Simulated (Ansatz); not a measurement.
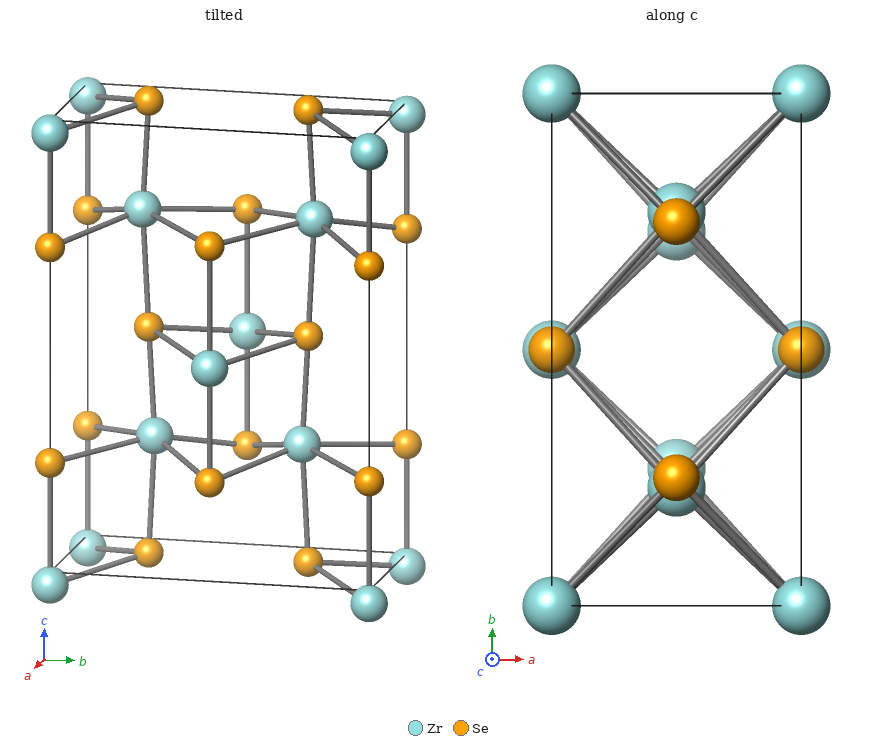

Ball-and-stick drawing of the structure, looking slightly off an axis and along the c axis. Lines trace the edges of the conventional unit cell. Cell: a = 3.77 Å, b = 7.73 Å, c = 10.95 Å, α = 90.00°, β = 90.00°, γ = 90.00°.

The initial geometry was a structure listed in the Materials Project. Earlier steps of the study may have refined or changed the cell and positions. It went into a calculation with Ansatz.

> Caption:

This is Zr$_{3}$Se$_{4}$. Space group Amm2 (No. 38), lattice base-centred orthorhombic. Counting shared atoms by their share gives 6 Zr, 8 Se, or 14 atoms. Around each Zr lie six Se in a distorted octahedral arrangement at about 2.6 to 3.0 Å. Se takes three kinds of site: 2a with five Zr at about 2.7 to 2.8 Å; 4e with four Zr at about 2.6 to 2.9 Å; 2a with five Zr in a distorted square pyramidal arrangement at about 2.8 to 3.0 Å. Not all metal-metal contacts are counted. The bonds build a three-dimensional framework.

Method: DFT LDA, scalar-relativistic, plane waves, PAW (Ansatz 0.2.0); a kinetic-energy cutoff of 420 eV, k-points about 0.17 Å⁻¹ apart, Gaussian smearing of 0.1 eV, no spin polarisation.

> Classify it as metallic or gapped, with the value.

A metal: bands cross the Fermi level.

> How are the electrons shared out in a Bader analysis?

Zr +1.46 to +1.51 e; Se -1.25 to -1.06 e.

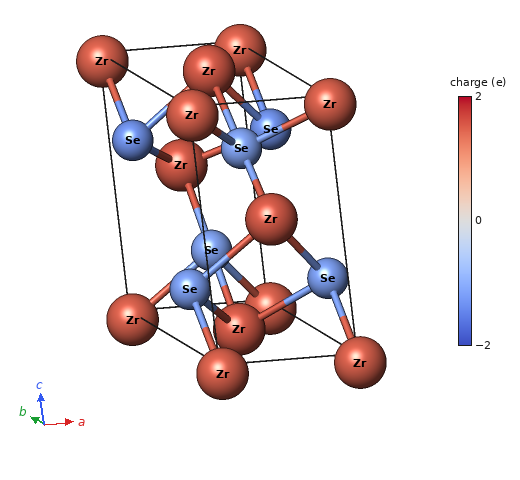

The atoms coloured by those charges. The run's cell of 7 atoms is drawn, so axes and origin can differ from the first picture.

> Is this the optimised geometry for these settings?

No. The largest force is 0.32 eV/Å, on Se. The pressure is -6.0 GPa, so the cell would contract.
